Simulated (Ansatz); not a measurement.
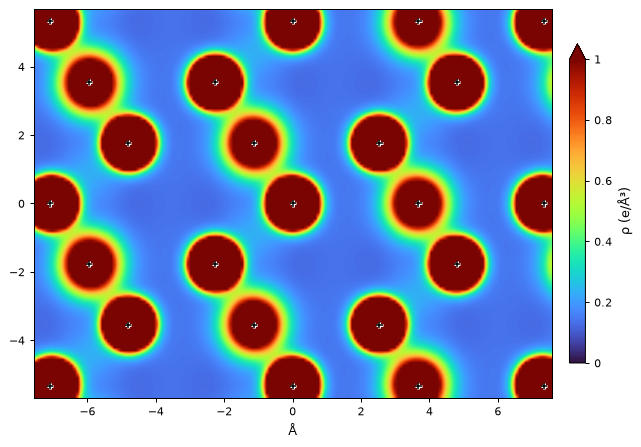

The valence electron density on a plane through atoms (crosses mark nuclei in the plane).

Level of theory: DFT r2SCAN, scalar-relativistic, plane waves, PAW (Ansatz).

Candidates:
A. Ti$_{2}$C, a = 3.08 Å, b = 3.08 Å, c = 14.44 Å, α = 90.00°, β = 90.00°, γ = 120.00°. Space group R-3m; a structure from a database of computed crystals, not necessarily the ambient phase; computed without spin polarisation.
B. WSe, a = 5.68 Å, b = 5.68 Å, c = 5.68 Å, α = 90.00°, β = 90.00°, γ = 90.00°. Space group F-43m; started from the zinc blende prototype, which need not be the ambient phase; computed pressure about −4 GPa in this cell.

**Which system is this?**

Candidate A: Ti$_{2}$C on the (110) plane of the conventional cell, which holds Ti and C. Ti–C (2.11 Å): ρ is about 0.55 e/Å³ halfway. Ti–Ti (2.89 Å): the density is about 0.23 e/Å³ at the midpoint.
